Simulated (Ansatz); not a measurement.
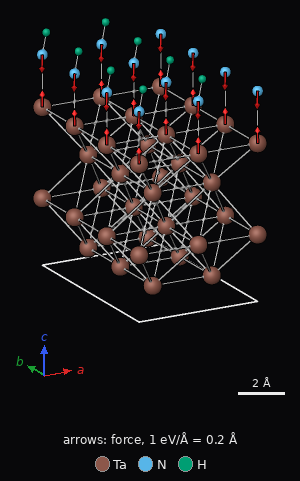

Starting geometry of a slab of composition Ta$_{4}$HN (cut from the Fm-3m phase) with the computed forces as red arrows. A ball-and-stick model of the 2 × 3 repeat of the cell, outlined in the plane, without the vacuum, seen from a free direction.

Case: NH put at a top Ta site. The slab is the (1 0 0) face of Ta with NH on it. 2 atoms are held fixed.

Theory: DFT PBEsol, scalar-relativistic, plane waves, PAW in Ansatz 0.2.0. Set-up: plane-wave cutoff 420 eV; k-point mesh 10 × 10 × 1; occupations gaussian; smearing width 0.1 eV; no spin polarisation; dipole correction; atoms relaxed in a fixed cell; force threshold 0.03 eV/Å; at most 70 steps.

> What follows when this structure is relaxed?

It isn't relaxed: the largest force vector, on the N atom, is 4.56 eV/Å. The final displacements follow the starting forces only in part (cosine between the two patterns 0.31). The energy falls by 3.830 eV per cell of the calculation in 15 accepted moves (16 points after the start). The largest force component goes from 4.6 to 0.016 eV/Å. 1 step only repeated the SCF at the same geometry. The N atom moves most: 1.72 Å at 59° to the normal (−c side). By element the largest moves are N 1.72 Å, H 1.54 Å, Ta 0.20 Å. The lattice vectors keep their values. Among the contacts that change: N–Ta 3.818 → 1.987 Å, N–Ta 2.420 → 1.987 Å, Ta–Ta 2.894 → 3.006 Å, Ta–Ta 3.040 → 3.069 Å. New bonds form, among them: N–Ta (3.82 → 1.99 Å). Bond angles that change, for instance: Ta–N–H 168.7° → 132.0°. The run took 2.9 min on 2 threads of Intel(R) Xeon(R) 6975P-C (Granite Rapids) (shared host), peak memory 0.73 GiB.

Limits of the set-up: the periodic images lie only 3.0 Å apart, so the values are limited by the cell's size.
